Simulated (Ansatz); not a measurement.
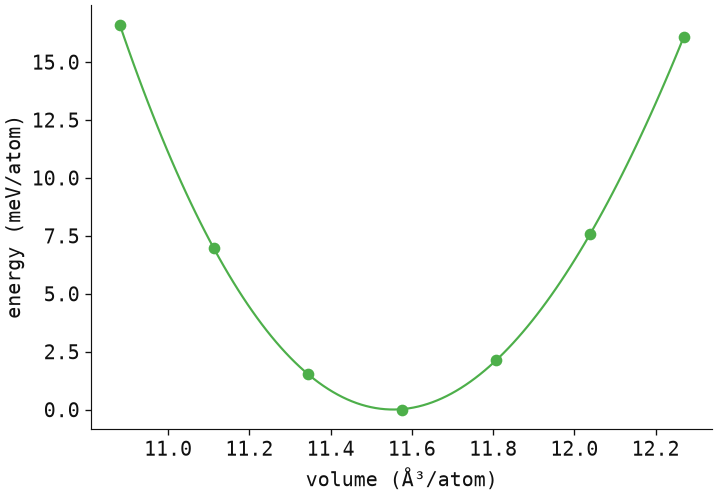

The plot gives the computed energy against volume for CoO, space group P6_3mc (No. 186).

Starting cell:
```cif
data_structure
_symmetry_space_group_name_H-M 'P 1'
_symmetry_Int_Tables_number 1
_cell_length_a 3.1976
_cell_length_b 3.1976
_cell_length_c 5.2287
_cell_angle_alpha 90.000
_cell_angle_beta 90.000
_cell_angle_gamma 120.000
_cell_volume 46.30
loop_
_atom_site_label
_atom_site_type_symbol
_atom_site_fract_x
_atom_site_fract_y
_atom_site_fract_z
_atom_site_occupancy
Co1 Co 0.33333 0.66667 0.50336 1
Co2 Co 0.00000 0.00000 0.00347 1
O1 O 0.33333 0.66667 0.87156 1
O2 O 0.00000 0.00000 0.37161 1
```

Computed with Ansatz 0.2.0: all-electron LAPW DFT, collinear spins; energies at scaled volumes of the given cell, shape and fractions fixed, counted from the fit's minimum, third-order Birch-Murnaghan fit. Level: PBE, collinear spin.

```csv
setting,value
k mesh,10×10×5
occupations,Fermi–Dirac
smearing width,0.05 eV
potentials,"all electron LAPW, scalar relativistic"
program settings,basis error eV/atom 0.001
```

From this curve and the settings, what does the calculation give for the pressure at the same points?

The pressure falls from 8.14 GPa at volume 10.88 Å³/atom to −6.88 GPa at 12.27 Å³/atom, and changes sign near 11.55 Å³/atom.

```csv
volume (Å³/atom),pressure (GPa)
10.88,8.14
11.11,5.20
11.34,2.39
11.58,-0.24
11.81,-2.66
12.04,-4.87
12.27,-6.88
```

Keep in mind: the program warns: seeded moment not kept; shape and atomic fractions are frozen while scaling, which makes layered, chain and framework solids too stiff.
